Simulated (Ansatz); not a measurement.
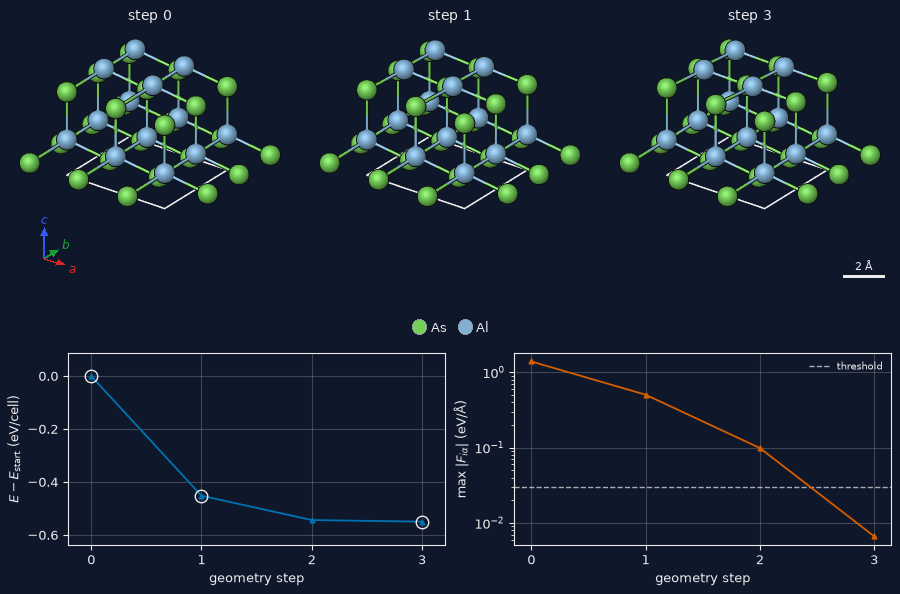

Frames of a constrained relaxation of a slab of composition AlAs (cut from the F-43m phase), marked on the history of the run. The picture is a ball-and-stick view of the cell of the calculation, outlined in the plane, without the vacuum (origin shifted), seen slightly off an axis.

Case: clean slab, lower planes held. The slab is the (1 1 1) face of AlAs. 8 atoms are held fixed.

Level of theory: DFT PBE+D3(BJ), scalar-relativistic, plane waves, PAW (Ansatz 0.2.0).

Input file:
```yaml
crystal:
  lattice:
    - [8.0103882425, 0.0, 0.0]
    - [-4.0051941213, 6.9371997122, 0.0]
    - [0.0, 0.0, 20.0877841325]
  atoms:
    - { symbol: As, position: [0.5, 0.0, 0.3982519897] }
    - { symbol: As, position: [0.5, 0.5, 0.3982519897] }
    - { symbol: As, position: [0.0, 0.0, 0.3982519897] }
    - { symbol: As, position: [0.0, 0.5, 0.3982519897] }
    - { symbol: Al, position: [0.1666666667, 0.8333333333, 0.4389511938] }
    - { symbol: Al, position: [0.1666666667, 0.3333333333, 0.4389511938] }
    - { symbol: Al, position: [0.6666666667, 0.8333333333, 0.4389511938] }
    - { symbol: Al, position: [0.6666666667, 0.3333333333, 0.4389511938] }
    - { symbol: As, position: [0.6666666667, 0.8333333333, 0.5610488062] }
    - { symbol: As, position: [0.6666666667, 0.3333333333, 0.5610488062] }
    - { symbol: As, position: [0.1666666667, 0.8333333333, 0.5610488062] }
    - { symbol: As, position: [0.1666666667, 0.3333333333, 0.5610488062] }
    - { symbol: Al, position: [0.3333333333, 0.6666666667, 0.6017480103] }
    - { symbol: Al, position: [0.3333333333, 0.1666666667, 0.6017480103] }
    - { symbol: Al, position: [0.8333333333, 0.6666666667, 0.6017480103] }
    - { symbol: Al, position: [0.8333333333, 0.1666666667, 0.6017480103] }
basis:
  ecutwfc: 420
kpoints:
  mp_grid: { grid: [2, 2, 1] }
hamiltonian:
  xc: pbe
  dispersion: d3bj
scf:
  occupations: { method: gaussian, width: 0.05 }
output:
  forces: true
  eigenvalues: true
  write_density: true
  write_potential: true
  elf: true
  volumetric_format: npy
relax:
  adjacent_minimum: "off"
  f_tol: 0.03
  max_steps: 70
  constraints: [{ sites: [0, 1, 2, 3, 4, 5, 6, 7] }]
efield:
  axis: 3
  dipole_correction: true
  ramp_width: 0.04
```

Run as
```bash
ansatz run input.yaml --threads 4 --pin off --max-ram 12288MiB --backend cpu --events-out ev --progress --plain --runs-dir out
```

Question: Describe the path.

Answer: The largest moves, 0.20 Å, are those of As9, As10, As11 and As12. As9 goes along the normal (+c). Largest moves by element: As 0.20 Å, Al 0.05 Å. The cell doesn't change. Among the contacts that change: Al5–As11 2.453 → 2.656 Å, As10–Al14 2.453 → 2.380 Å. Among the angles between lasting bonds that change: Al8–As10–Al14 109.5° → 103.7°, Al14–As10–Al15 109.5° → 114.6°, As9–Al13–As11 109.5° → 114.6°. Over 3 geometry steps the energy falls by 0.550 eV per cell of the calculation. Largest force component: 1.4 eV/Å at the start, 0.0067 eV/Å at the end. From step 0 to 1: As atoms move most (0.10 Å), energy −0.452 eV per cell of the calculation. From step 1 to 3: As atoms move most (0.10 Å), energy −97.9 meV per cell of the calculation.

| step | E − E(0), meV/atom | largest force component, eV/Å |
| --- | --- | --- |
| 0 | 0.00 | 1.3926 |
| 1 | -28.23 | 0.5047 |
| 2 | -33.96 | 0.0989 |
| 3 | -34.35 | 0.0067 |
